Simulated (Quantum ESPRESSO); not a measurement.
# BP (F-43m): from Born charge to LO-TO splitting

How high does the longitudinal optical mode of BP (F-43m) lie, given the transverse one, the Born charge and ε∞?

Calculated with Quantum ESPRESSO 7.5; DFT LDA, scalar-relativistic, plane waves, PseudoDojo norm-conserving pseudopotentials.

### Step 1. The relaxed structure

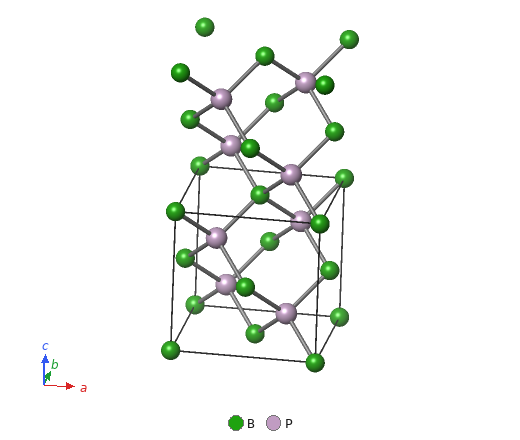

Start, viewed slightly off an axis; boron green, phosphorus pink. 1×1×2 cells are drawn. This picture shows the conventional cell, with its axes. Bonds to atoms that aren't drawn are left out. Some periodic images of atoms are drawn too.

This is the cell after its relaxation at this level of theory, not the database cell from which that began.

### Step 2. What the response run gave

A linear-response run on the relaxed cell, with the response to an electric field; only its zone-centre results are used. Cutoff 76 Ry, k mesh 12×12×12.

What it wrote:

```text
[banners, grids, parts of the stress and lines that vanish by symmetry left out]
Program PHONON v.7.5
     Reading xml data from directory:

[...]
Exchange-correlation= PW
                           (   1   4   0   0   0   0   0)
[...]
kinetic-energy cut-off    =      76.0000  Ry
     charge density cut-off    =     304.0000  Ry
     convergence threshold     =      1.0E-18
[...]
Exchange-correlation= PW
                           (   1   4   0   0   0   0   0)
[...]
q = (   0.0000000   0.0000000   0.0000000 )
     25 Sym.Ops. (with q -> -q+G )
     G cutoff =  553.5892  (  13635 G-vectors)     FFT grid: ( 36, 36, 36)
     number of k points=    72
[...]
Mode symmetry, T_d (-43m)  point group:
[...]
Dielectric constant
[...]
End of electric fields calculation
          Dielectric constant in cartesian axis
          (       9.159320760       0.000000000       0.000000000 )
          (       0.000000000       9.159320760       0.000000000 )
          (       0.000000000       0.000000000       9.159320760 )
          Effective charges (d Force / dE) in cartesian axis without acoustic sum rule applied (asr)
           atom    1  B     Mean Z*:       -0.64571
      Ex  (       -0.64571        0.00000        0.00000 )
      Ey  (        0.00000       -0.64571        0.00000 )
      Ez  (        0.00000        0.00000       -0.64571 )
           atom    2  P     Mean Z*:        0.64207
      Ex  (        0.64207        0.00000        0.00000 )
      Ey  (        0.00000        0.64207        0.00000 )
      Ez  (        0.00000        0.00000        0.64207 )
          Effective charges Sum: Mean:       -0.00364
[...]
Effective charges (d Force / dE) in cartesian axis with asr applied:
           atom    1  B     Mean Z*:       -0.64389
[...]
atom    2  P     Mean Z*:        0.64389
[...]
Representation #   1 modes #   1   2   3
[...]
End of self-consistent calculation
     Convergence has been achieved
     Representation #   2 modes #   4   5   6
[...]
End of self-consistent calculation
     Convergence has been achieved
[...]
Dielectric constant in cartesian axis
          (       9.159320760       0.000000000       0.000000000 )
          (       0.000000000       9.159320760       0.000000000 )
          (       0.000000000       0.000000000       9.159320760 )
          Effective charges (d Force / dE) in cartesian axis without acoustic sum rule applied (asr)
           atom    1  B     Mean Z*:       -0.64571
      Ex  (       -0.64571        0.00000        0.00000 )
      Ey  (        0.00000       -0.64571        0.00000 )
      Ez  (        0.00000        0.00000       -0.64571 )
           atom    2  P     Mean Z*:        0.64207
      Ex  (        0.64207        0.00000        0.00000 )
      Ey  (        0.00000        0.64207        0.00000 )
      Ez  (        0.00000        0.00000        0.64207 )
          Effective charges Sum: Mean:       -0.00364
[...]
Effective charges (d Force / dE) in cartesian axis with asr applied:
           atom    1  B     Mean Z*:       -0.64389
[...]
atom    2  P     Mean Z*:        0.64389
[...]
q = (    0.000000000   0.000000000   0.000000000 )
[...]
freq (    1) =      -0.015733 [THz] =      -0.524809 [cm-1]
     freq (    2) =      -0.015733 [THz] =      -0.524809 [cm-1]
     freq (    3) =      -0.015733 [THz] =      -0.524809 [cm-1]
     freq (    4) =      24.623570 [THz] =     821.353891 [cm-1]
     freq (    5) =      24.623570 [THz] =     821.353891 [cm-1]
     freq (    6) =      24.623570 [THz] =     821.353891 [cm-1]
[...]
Mode symmetry, T_d (-43m)  point group:
     freq (   1-   3) =         -0.5  [cm-1]   --> T_2  G_15 P_4   I+R
     freq (   4-   6) =        821.4  [cm-1]   --> T_2  G_15 P_4   I+R

   JOB DONE.
```

```
                       quantity   value
             cell volume Ω (Å³)  22.582
                  mass of B (u)  10.810
                  mass of P (u)  30.974
      Born charge of B, raw (e)  -0.646
      Born charge of P, raw (e)   0.642
                             ε∞   9.159
ω(TO) after the sum rule (cm⁻¹)   821.4
```

### Step 3. The calculation

The charges must sum to zero over the cell; taking off their mean, -0.002 e, leaves Z* = -0.644 e on B. In the polar mode B moves against P, so the reduced mass is μ = 10.81 × 30.97 / 41.78 = 8.013 u.

A longitudinal wave builds up a field that adds to the restoring force: ω(LO)² = ω(TO)² + 4π Z*² / (μ Ω ε∞), in Hartree atomic units. With μ = 14607 electron masses and Ω = 152.39 bohr³ the second term is 2.5554e-07 Ha², or 12309 cm⁻² (1 Ha = 219474.6 cm⁻¹).

So ω(LO) = √(674616 + 12309) = 828.8 cm⁻¹, and by the Lyddane-Sachs-Teller relation ε₀ = ε∞ (ω(LO)/ω(TO))² = 9.33.

### Step 4. Check against the program

The analysis program adds the same non-analytic term to the full matrix, here for q along (1 0 0).

What it wrote:

```text
[banner, memory and clock lines left out]
Program DYNMAT v.7.5

     Reading Dynamical Matrix from file g.dyn
     ...Force constants read
     ...epsilon and Z* read

     Polarizability (A^3 units)
     multiply by 0.268834 for Clausius-Mossotti correction
        14.662170    0.000000    0.000000
         0.000000   14.662170    0.000000
         0.000000    0.000000   14.662170

     IR activities are in (D/A)^2/amu units

# mode   [cm-1]    [THz]      IR
    1      0.00    0.0000    0.0000
    2      0.00    0.0000    0.0000
    3      0.00    0.0000    0.0000
    4    821.35   24.6236    1.1937
    5    821.35   24.6236    1.1937
    6    828.81   24.8472    1.1937
```

ε₀ comes from the program's run without a direction of q.

```
    quantity  by hand  program
ω(LO) (cm⁻¹)    828.8    828.8
          ε₀     9.33     9.33
```

### Step 5. Summary of results

| Quantity | Value |
| --- | --- |
| TO mode | 821.4 cm⁻¹ |
| LO mode | 828.8 cm⁻¹ |
| static dielectric constant | 9.326 |

What this shows: The LO mode of BP (F-43m) lies at 829 cm⁻¹, 7 cm⁻¹ above the TO mode; the formula meets the program within 0.1 cm⁻¹, as it must for a cubic crystal with one polar mode. ω(LO)² − ω(TO)² goes with Z*²/ε∞: an error of 5 % in ε∞ would move the LO mode by 0.4 cm⁻¹, and semilocal functionals tend to overestimate ε∞. These are harmonic values at zero temperature, at the volume of this functional, for the structure held cubic; stability elsewhere in the zone is no part of this calculation.

[Host names and launcher messages were left out of these logs when they were recorded.]

[Logs are printed without paths, hosts, clocks, repeated set-up lines and the standing remarks that a program may print on its own settings, such as how far it seeks lower states.]

[Hosts, paths, dates, database ids (printed as entryN), source tags and the programs' standing remarks are cut or masked in the printed files.]
